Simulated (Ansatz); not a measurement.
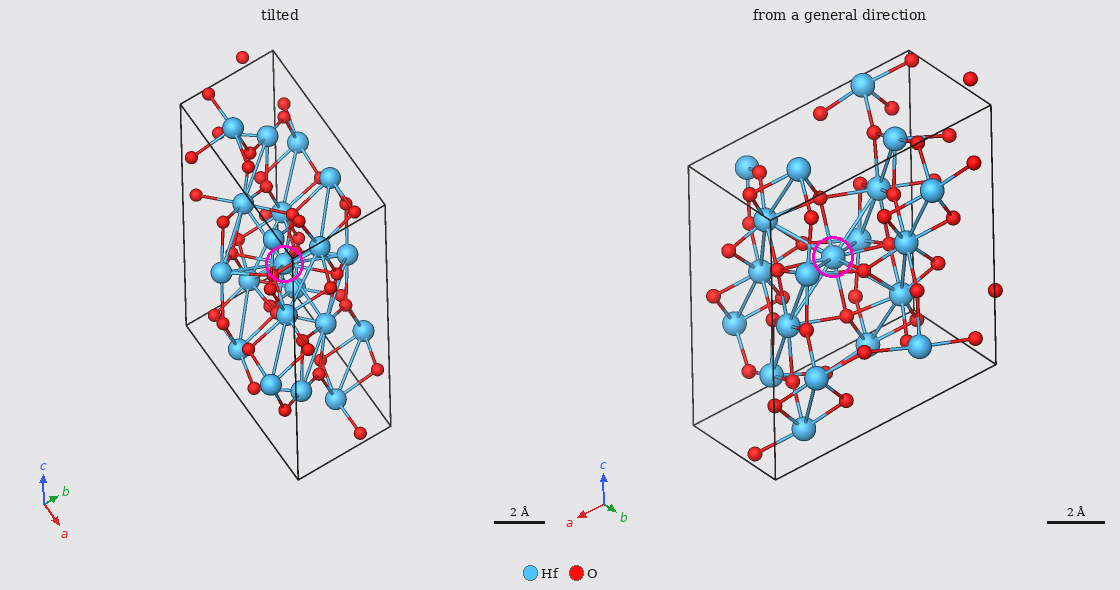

A ball-and-stick rendering, viewed slightly off an axis and from a general direction. The parallelepiped is the supercell. The host is HfO2, in a cell of 48 sites, and the cell is neutral. A ring marks the defect's site.

Question: What imperfection does the supercell contain?

Answer: An interstitial hafnium atom. It is bonded to six Hf and six O (about 2.8 to 2.9 Å to Hf, 2.2 Å to O). Not all metal-metal contacts are counted.

The atoms were relaxed in the host's cell with DFT PBEsol, scalar-relativistic, plane waves, PAW in Ansatz 0.2.0.
